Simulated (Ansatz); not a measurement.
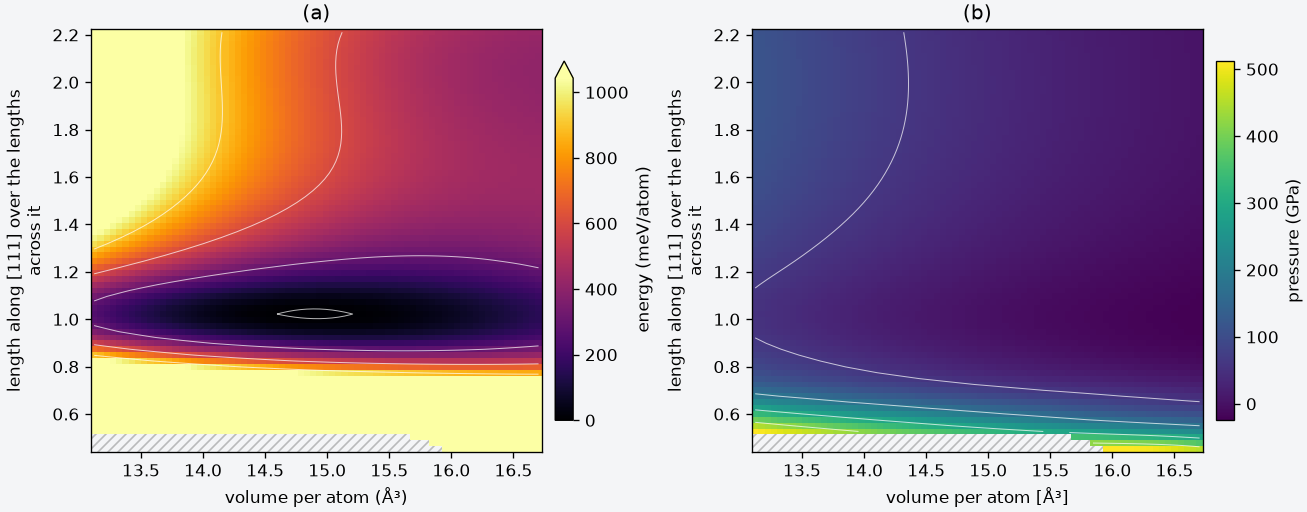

Pt (Im-3m, No. 229; 1 atom in the cell). The energy is mapped over volume and the cell's shape. Coordinates scanned: (1) volume per atom; (2) length along [111] over the lengths across it, relative to the cubic cell. Nothing is relaxed (symmetry fixes all fractional coordinates). Grid: 7 × 9 points. At 5 points there is no value (left out of the scan, as a rule where atoms come close). Points are written as (first, second). Energies: meV/atom, counted from the lowest grid point. The calculation used Ansatz 0.2.0, DFT LDA, scalar-relativistic, plane waves, PAW. Settings: cutoff 420 eV, k-mesh 22×22×22, gaussian smearing 0.15 eV, no spin polarisation.

Panel (a) is the energy; panel (b) is the computed pressure, in GPa.

Drawn: a smooth colour map with a few white contour lines, one colour for all values above the top of the scale, hatched blanks where no value was computed. Between grid points the surface is interpolated.

Question: How does the pressure vary over the map, and what is it at the lowest grid point?

Answer: Leaving out the highest fifth of the energies, it runs from −25 GPa at (16.70 Å³, 1.000) [bcc] to 114 GPa at (13.12 Å³, 1.813). At the lowest grid point, (14.91 Å³, 1.000) [bcc], it is 0 GPa. The pressure is minus the slope of the energy with volume, so it vanishes at the true minimum, which need not be a grid point.

PAW datasets: the set soft_1.
